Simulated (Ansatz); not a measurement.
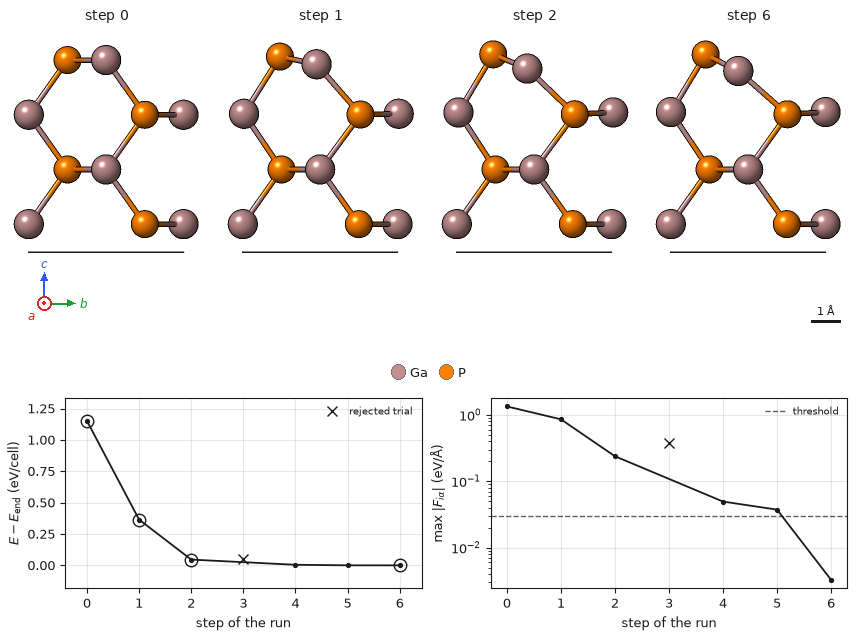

Frames of a constrained relaxation of a slab of composition GaP (cut from the F-43m phase), marked on the history of the run. The picture is a ball-and-stick view of the cell of the calculation, outlined in the plane, without the vacuum (origin shifted), seen along the a axis.

Case: clean slab, lower half held. The slab is the (1 1 0) face of GaP. 8 atoms are held fixed.

Method: DFT PBE, scalar-relativistic, plane waves, PAW in Ansatz 0.2.0. Set-up: plane-wave cutoff 420 eV; k-point mesh 4 × 5 × 1; occupations gaussian; smearing width 0.05 eV; no spin polarisation; dipole correction; atoms relaxed in a fixed cell; force threshold 0.03 eV/Å; at most 70 steps.

What happens along the run?

Answer. The energy falls by 1.152 eV per cell of the calculation in 5 accepted moves (6 points after the start). Largest force component: 1.3 eV/Å at the start, 0.0033 eV/Å at the end. The line search rejected the trial step at point 3 of the run. The largest moves, 0.52 Å, are those of Ga atoms. Largest moves by element: Ga 0.52 Å, P 0.24 Å. The cell doesn't change. Among the contacts that change: Ga–P 2.384 → 2.461 Å, Ga–P 2.384 → 2.332 Å, Ga–P 2.384 → 2.411 Å, Ga–P 2.384 → 2.374 Å. Among the angles between lasting bonds that change: Ga–P–Ga 109.5° → 92.4°, Ga–P–Ga 109.5° → 95.9°, P–Ga–P 109.5° → 122.5°. Cost: 2.6 min on 4 threads of Intel(R) Xeon(R) Platinum 8375C CPU @ 2.90GHz (Ice Lake) (shared host), peak memory 2.2 GiB. From step 0 to 1: Ga atoms move most (0.19 Å), energy −0.787 eV per cell of the calculation. From step 1 to 2: Ga atoms move most (0.19 Å), energy −0.319 eV per cell of the calculation. From step 2 to 6: Ga atoms move most (0.14 Å), energy −46.1 meV per cell of the calculation.
